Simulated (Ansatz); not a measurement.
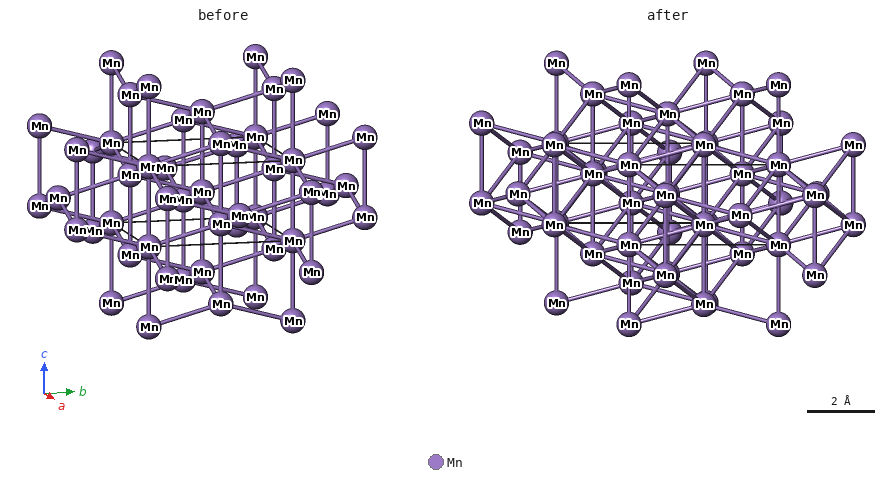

The structure of crystalline Mn (a generated structure, set up in I4_1/amd) before (left) and after (right) a relaxation, at one scale.

A ball-and-stick model of the conventional cell (2 times the calculation's cell), seen slightly off an axis. Lengths and directions refer to the drawn axes.

Phase: beta-Sn type.

Method: DFT, PBE, plane waves (420 eV) with PAW, scalar-relativistic in Ansatz 0.2.0. Settings: plane-wave cutoff 420 eV; k-point mesh 14 × 14 × 10; occupations fermi dirac; smearing width 0.05 eV; collinear spin; cell and atoms relaxed; force threshold 0.01 eV/Å; at most 60 steps.

Q: What changed between the two?

A: The run was cut off at its time limit before the relaxation converged, so the last structure is only a point on the way. The energy falls by 358 meV per atom in 13 geometry steps. Pressure: 3.23 GPa at the start and 0.00 GPa at the end. The atoms keep their places relative to the cell (all moves are under 0.005 Å). The drawn cell changes as follows: a = b 4.488 → 4.511 Å (+0.5 %), c 2.450 → 2.443 Å (−0.3 %), γ 90.0° → 61.1°; the volume changes by −11.8 %. Among the contacts that change: Mn–Mn 3.402 → 2.597 Å, Mn–Mn 2.326 → 2.336 Å, Mn–Mn 2.450 → 2.443 Å. New bonds form: Mn–Mn (3.40 → 2.60 Å). Bond angles that change, for instance: Mn–Mn–Mn 94.0° → 121.3°, Mn–Mn–Mn 94.0° → 67.5°. The space group (tolerance 0.01 Å) goes from I4_1/amd (No. 141) to Fddd (No. 70).
